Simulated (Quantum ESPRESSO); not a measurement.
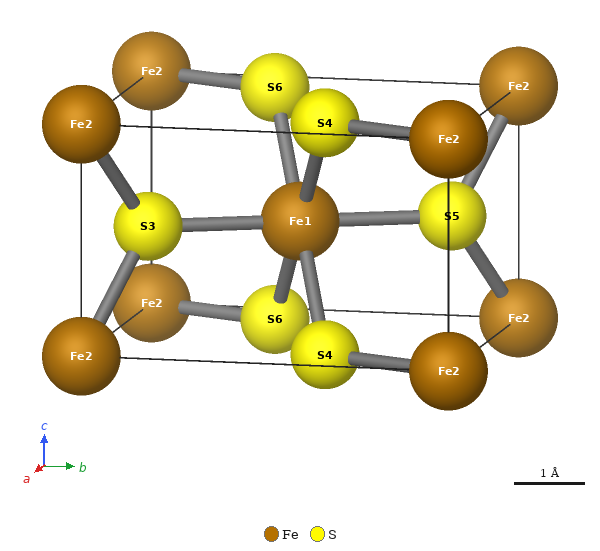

Fig. 1: The structure as given in the input (ball-and-stick view of the cell of the calculation, seen slightly off an axis; atoms are numbered from 1 in the order of the input). An atom can appear more than once, as a periodic image. Near neighbours in the periodic cell (some may lie outside the picture): Fe has 6 S at 2.21 to 2.24 Å; S has 3 Fe at 2.21 to 2.24 Å and 1 S at 2.25 Å.

# Single-point calculation of FeS₂ (part 1 of 2)

FeS₂ (Pnnm, 6 atoms in the cell), computed with Kohn-Sham DFT of a periodic cell, PBE, SSSP 1.3 efficiency PBE, spin-polarised (Quantum ESPRESSO 7.5).

The structure derives from an entry of the Crystallography Open Database.

The program's output
```
This program is part of the open-source Quantum ESPRESSO suite
     for quantum simulation of materials; please cite
         "P. Giannozzi et al., J. Phys.:Condens. Matter 21 395502 (2009);
         "P. Giannozzi et al., J. Phys.:Condens. Matter 29 465901 (2017);
         "P. Giannozzi et al., J. Chem. Phys. 152 154105 (2020);
          URL
     in publications or presentations arising from this work. More details at

     file Fe.pbe-spn-kjpaw_psl.0.2.1.UPF: wavefunction(s)  3D renormalized
     Message from routine setup:
     using ibrav=0 with symmetry is DISCOURAGED, use correct ibrav instead

     K-points division:     npool     =       2
     Subspace diagonalization in iterative solution of the eigenvalue problem:
     a serial algorithm will be used

     G-vector sticks info
     --------------------
     sticks:   dense  smooth     PW     G-vecs:    dense   smooth      PW
     Sum        5321    1737    515               200933    37673    5987

     Using Slab Decomposition

     bravais-lattice index     =            0
     lattice parameter (alat)  =       8.0000  a.u.
     unit-cell volume          =     544.2497 (a.u.)^3
     number of atoms/cell      =            6
     number of atomic types    =            2
     number of electrons       =        56.00
     number of Kohn-Sham states=           41
     kinetic-energy cutoff     =      64.0000  Ry
     charge density cutoff     =     782.0000  Ry
     scf convergence threshold =      1.2E-09
     mixing beta               =       0.3000
     number of iterations used =            8  plain     mixing
     Exchange-correlation=  SLA  PW   PBX  PBC
                           (   1   4   3   4   0   0   0)

     celldm(1)=   8.000000  celldm(2)=   0.000000  celldm(3)=   0.000000
     celldm(4)=   0.000000  celldm(5)=   0.000000  celldm(6)=   0.000000

     crystal axes: (cart. coord. in units of alat)
               a(1) = (   1.048798   0.000000   0.000000 )
               a(2) = (   0.000000   1.273203   0.000000 )
               a(3) = (   0.000000   0.000000   0.796047 )

     reciprocal axes: (cart. coord. in units 2 pi/alat)
               b(1) = (  0.953472  0.000000  0.000000 )
               b(2) = (  0.000000  0.785421  0.000000 )
               b(3) = (  0.000000  0.000000  1.256207 )

     PseudoPot. # 1 for Fe read from file:
     Fe.pbe-spn-kjpaw_psl.0.2.1.UPF
     Pseudo is Projector augmented-wave + core cor, Zval = 16.0
     Generated using "atomic" code by A. Dal Corso  v.5.0.99 svn rev. 10869
     Shape of augmentation charge: PSQ
     Using radial grid of 1191 points,  6 beta functions with:
                l(1) =   0
                l(2) =   0
                l(3) =   1
                l(4) =   1
                l(5) =   2
                l(6) =   2
     Q(r) pseudized with 0 coefficients

     PseudoPot. # 2 for S  read from file:
     s_pbe_v1.4.uspp.F.UPF
     Pseudo is Ultrasoft + core correction, Zval =  6.0
     Generated by new atomic code, or converted to UPF format
     Using radial grid of  907 points,  6 beta functions with:
                l(1) =   0
                l(2) =   0
                l(3) =   1
                l(4) =   1
                l(5) =   2
                l(6) =   2
     Q(r) pseudized with  8 coefficients,  rinner =    1.300   1.300   1.300
                                                       1.300   1.300

     atomic species   valence    mass     pseudopotential
     Fe               16.00    55.84500     Fe( 1.00)
     S                 6.00    32.06000     S ( 1.00)

     Starting magnetic structure
     atomic species   magnetization
     Fe              0.188
     S               0.000

      8 Sym. Ops., with inversion, found ( 4 have fractional translation)

   Cartesian axes

     site n.     atom                  positions (alat units)
         1        Fe     tau(   1) = (   0.5243990   0.6366015   0.3980236  )
         2        Fe     tau(   2) = (   0.0000000   0.0000000   0.0000000  )
         3        S      tau(   3) = (   0.7373050   0.1591504   0.3980236  )
         4        S      tau(   4) = (   0.8358920   0.7957519   0.0000000  )
         5        S      tau(   5) = (   0.3114930   1.1140526   0.3980236  )
         6        S      tau(   6) = (   0.2129060   0.4774511   0.0000000  )

     number of k points=    60  Fermi-Dirac smearing, width (Ry)=  0.0037
                       cart. coord. in units 2pi/alat
        k(    1) = (   0.0000000   0.0000000   0.0000000), wk =   0.0041667
        k(    2) = (   0.0000000   0.0000000   0.1570259), wk =   0.0083333
        k(    3) = (   0.0000000   0.0000000   0.3140518), wk =   0.0083333
        k(    4) = (   0.0000000   0.0000000   0.4710776), wk =   0.0083333
        k(    5) = (   0.0000000   0.0000000  -0.6281035), wk =   0.0041667
        k(    6) = (   0.0000000   0.1570841   0.0000000), wk =   0.0083333
        k(    7) = (   0.0000000   0.1570841   0.1570259), wk =   0.0166667
        k(    8) = (   0.0000000   0.1570841   0.3140518), wk =   0.0166667
        k(    9) = (   0.0000000   0.1570841   0.4710776), wk =   0.0166667
        k(   10) = (   0.0000000   0.1570841  -0.6281035), wk =   0.0083333
        k(   11) = (   0.0000000   0.3141683   0.0000000), wk =   0.0083333
        k(   12) = (   0.0000000   0.3141683   0.1570259), wk =   0.0166667
        k(   13) = (   0.0000000   0.3141683   0.3140518), wk =   0.0166667
        k(   14) = (   0.0000000   0.3141683   0.4710776), wk =   0.0166667
        k(   15) = (   0.0000000   0.3141683  -0.6281035), wk =   0.0083333
        k(   16) = (   0.1589121   0.0000000   0.0000000), wk =   0.0083333
        k(   17) = (   0.1589121   0.0000000   0.1570259), wk =   0.0166667
        k(   18) = (   0.1589121   0.0000000   0.3140518), wk =   0.0166667
        k(   19) = (   0.1589121   0.0000000   0.4710776), wk =   0.0166667
        k(   20) = (   0.1589121   0.0000000  -0.6281035), wk =   0.0083333
        k(   21) = (   0.1589121   0.1570841   0.0000000), wk =   0.0166667
        k(   22) = (   0.1589121   0.1570841   0.1570259), wk =   0.0333333
        k(   23) = (   0.1589121   0.1570841   0.3140518), wk =   0.0333333
        k(   24) = (   0.1589121   0.1570841   0.4710776), wk =   0.0333333
        k(   25) = (   0.1589121   0.1570841  -0.6281035), wk =   0.0166667
        k(   26) = (   0.1589121   0.3141683   0.0000000), wk =   0.0166667
        k(   27) = (   0.1589121   0.3141683   0.1570259), wk =   0.0333333
        k(   28) = (   0.1589121   0.3141683   0.3140518), wk =   0.0333333
        k(   29) = (   0.1589121   0.3141683   0.4710776), wk =   0.0333333
        k(   30) = (   0.1589121   0.3141683  -0.6281035), wk =   0.0166667
        k(   31) = (   0.3178242   0.0000000   0.0000000), wk =   0.0083333
        k(   32) = (   0.3178242   0.0000000   0.1570259), wk =   0.0166667
        k(   33) = (   0.3178242   0.0000000   0.3140518), wk =   0.0166667
        k(   34) = (   0.3178242   0.0000000   0.4710776), wk =   0.0166667
        k(   35) = (   0.3178242   0.0000000  -0.6281035), wk =   0.0083333
        k(   36) = (   0.3178242   0.1570841   0.0000000), wk =   0.0166667
        k(   37) = (   0.3178242   0.1570841   0.1570259), wk =   0.0333333
        k(   38) = (   0.3178242   0.1570841   0.3140518), wk =   0.0333333
        k(   39) = (   0.3178242   0.1570841   0.4710776), wk =   0.0333333
        k(   40) = (   0.3178242   0.1570841  -0.6281035), wk =   0.0166667
        k(   41) = (   0.3178242   0.3141683   0.0000000), wk =   0.0166667
        k(   42) = (   0.3178242   0.3141683   0.1570259), wk =   0.0333333
        k(   43) = (   0.3178242   0.3141683   0.3140518), wk =   0.0333333
        k(   44) = (   0.3178242   0.3141683   0.4710776), wk =   0.0333333
        k(   45) = (   0.3178242   0.3141683  -0.6281035), wk =   0.0166667
        k(   46) = (  -0.4767362   0.0000000   0.0000000), wk =   0.0041667
        k(   47) = (  -0.4767362   0.0000000   0.1570259), wk =   0.0083333
        k(   48) = (  -0.4767362   0.0000000   0.3140518), wk =   0.0083333
        k(   49) = (  -0.4767362   0.0000000   0.4710776), wk =   0.0083333
        k(   50) = (  -0.4767362   0.0000000  -0.6281035), wk =   0.0041667
        k(   51) = (  -0.4767362   0.1570841   0.0000000), wk =   0.0083333
        k(   52) = (  -0.4767362   0.1570841   0.1570259), wk =   0.0166667
        k(   53) = (  -0.4767362   0.1570841   0.3140518), wk =   0.0166667
        k(   54) = (  -0.4767362   0.1570841   0.4710776), wk =   0.0166667
        k(   55) = (  -0.4767362   0.1570841  -0.6281035), wk =   0.0083333
        k(   56) = (  -0.4767362   0.3141683   0.0000000), wk =   0.0083333
        k(   57) = (  -0.4767362   0.3141683   0.1570259), wk =   0.0166667
        k(   58) = (  -0.4767362   0.3141683   0.3140518), wk =   0.0166667
        k(   59) = (  -0.4767362   0.3141683   0.4710776), wk =   0.0166667
        k(   60) = (  -0.4767362   0.3141683  -0.6281035), wk =   0.0083333

     Dense  grid:   200933 G-vectors     FFT dimensions: (  80,  96,  60)

     Smooth grid:    37673 G-vectors     FFT dimensions: (  48,  54,  36)

     Check: negative core charge=   -0.000009
     Generating pointlists ...
     new r_m :   0.2156 (alat units)  1.7251 (a.u.) for type    1
     new r_m :   0.2156 (alat units)  1.7251 (a.u.) for type    2

     Initial potential from superposition of free atoms

     starting charge      55.9990, renormalised to      56.0000
     Starting wfcs are   42 randomized atomic wfcs
     Checking if some PAW data can be deallocated...

     Self-consistent Calculation

     iteration #  1     ecut=    64.00 Ry     beta= 0.30
     Davidson diagonalization with overlap
     ethr =  1.00E-02,  avg # of iterations =  6.1

     total energy              =    -754.68280466 Ry
     estimated scf accuracy    <       1.18593678 Ry

     total magnetization       =     1.40 Bohr mag/cell
     absolute magnetization    =     2.84 Bohr mag/cell

     iteration #  2     ecut=    64.00 Ry     beta= 0.30
     Davidson diagonalization with overlap
     ethr =  2.12E-03,  avg # of iterations =  2.2

     total energy              =    -754.74904089 Ry
     estimated scf accuracy    <       3.01610525 Ry

     total magnetization       =     2.33 Bohr mag/cell
     absolute magnetization    =     3.25 Bohr mag/cell

     iteration #  3     ecut=    64.00 Ry     beta= 0.30
     Davidson diagonalization with overlap
     ethr =  2.12E-03,  avg # of iterations =  1.9

     total energy              =    -755.08031309 Ry
     estimated scf accuracy    <       0.17720653 Ry

     total magnetization       =     0.99 Bohr mag/cell
     absolute magnetization    =     2.58 Bohr mag/cell

     iteration #  4     ecut=    64.00 Ry     beta= 0.30
     Davidson diagonalization with overlap
     ethr =  3.16E-04,  avg # of iterations =  4.0

     total energy              =    -755.13553927 Ry
     estimated scf accuracy    <       0.03592377 Ry

     total magnetization       =     0.00 Bohr mag/cell
     absolute magnetization    =     0.95 Bohr mag/cell

     iteration #  5     ecut=    64.00 Ry     beta= 0.30
     Davidson diagonalization with overlap
     ethr =  6.41E-05,  avg # of iterations =  4.9

     total energy              =    -755.14244121 Ry
     estimated scf accuracy    <       0.02118552 Ry

     total magnetization       =     0.01 Bohr mag/cell
     absolute magnetization    =     0.98 Bohr mag/cell

     iteration #  6     ecut=    64.00 Ry     beta= 0.30
     Davidson diagonalization with overlap
     ethr =  3.78E-05,  avg # of iterations =  2.3

     total energy              =    -755.15101029 Ry
     estimated scf accuracy    <       0.00683950 Ry

     total magnetization       =    -0.00 Bohr mag/cell
     absolute magnetization    =     0.17 Bohr mag/cell

     iteration #  7     ecut=    64.00 Ry     beta= 0.30
     Davidson diagonalization with overlap
     ethr =  1.22E-05,  avg # of iterations =  3.5

     total energy              =    -755.15331570 Ry
     estimated scf accuracy    <       0.00345627 Ry

     total magnetization       =     0.00 Bohr mag/cell
     absolute magnetization    =     0.39 Bohr mag/cell

     iteration #  8     ecut=    64.00 Ry     beta= 0.30
     Davidson diagonalization with overlap
     ethr =  6.17E-06,  avg # of iterations =  2.6

     total energy              =    -755.15529760 Ry
     estimated scf accuracy    <       0.00030762 Ry

     total magnetization       =    -0.00 Bohr mag/cell
     absolute magnetization    =     0.04 Bohr mag/cell

     iteration #  9     ecut=    64.00 Ry     beta= 0.30
     Davidson diagonalization with overlap
     ethr =  5.49E-07,  avg # of iterations =  4.7

     total energy              =    -755.15554121 Ry
     estimated scf accuracy    <       0.00006368 Ry

     total magnetization       =    -0.00 Bohr mag/cell
     absolute magnetization    =     0.03 Bohr mag/cell

     iteration # 10     ecut=    64.00 Ry     beta= 0.30
     Davidson diagonalization with overlap
     ethr =  1.14E-07,  avg # of iterations =  2.4

     total energy              =    -755.15559643 Ry
     estimated scf accuracy    <       0.00000866 Ry

     total magnetization       =    -0.00 Bohr mag/cell
     absolute magnetization    =     0.01 Bohr mag/cell

     iteration # 11     ecut=    64.00 Ry     beta= 0.30
     Davidson diagonalization with overlap
     ethr =  1.55E-08,  avg # of iterations =  3.8

     total energy              =    -755.15561872 Ry
     estimated scf accuracy    <       0.00000487 Ry

     total magnetization       =    -0.00 Bohr mag/cell
     absolute magnetization    =     0.01 Bohr mag/cell

     iteration # 12     ecut=    64.00 Ry     beta= 0.30
     Davidson diagonalization with overlap
     ethr =  8.70E-09,  avg # of iterations =  2.0

     total energy              =    -755.15562708 Ry
     estimated scf accuracy    <       0.00000016 Ry

     total magnetization       =    -0.00 Bohr mag/cell
     absolute magnetization    =     0.00 Bohr mag/cell
```
